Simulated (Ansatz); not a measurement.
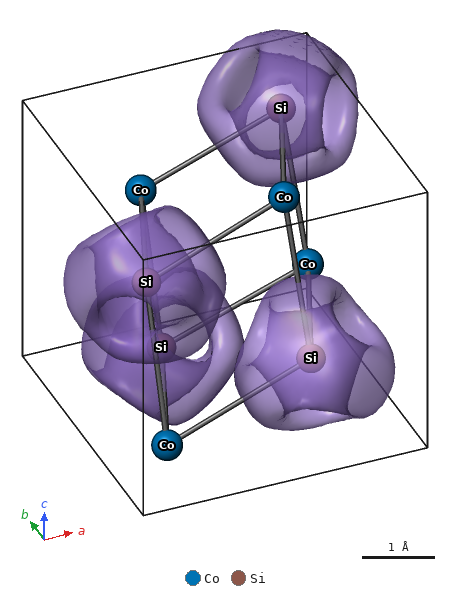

The picture shows: CoSi. Isosurface of the electron localisation function at 0.55 (purple), seen at an oblique angle. Only the valence region is drawn (cores and ρ < 0.01 e/Å³ removed). Sticks mark near contacts.

Space group P2₁3; computed pressure about 2 GPa in this cell; the program warned that a starting moment wasn't kept; spin-polarised, but the moments vanished.

Theory: Ansatz 0.2.0, DFT LDA, plane waves, PAW.

**Identify the bonds, lone pairs and shells in this picture.**

The surface consists of four regions wrapped around Si (the valence shell of each), counted in one cell of 8 atoms. Any copies at cell faces, edges or corners count once. Along the contacts the grid gives the following. Co–Si (2.28 Å): the ELF peaks at about 0.65 in the valence shell of Si, 0.9 Å from its nucleus, and is about 0.40 at the midpoint. Co–Si (2.38 Å): the ELF peaks at about 0.70 in the valence shell of Si, 0.9 Å from its nucleus, and is about 0.50 at the midpoint.

**Does the calculation give a band gap?**

It is metallic or semimetallic at this level of theory: no gap opens.
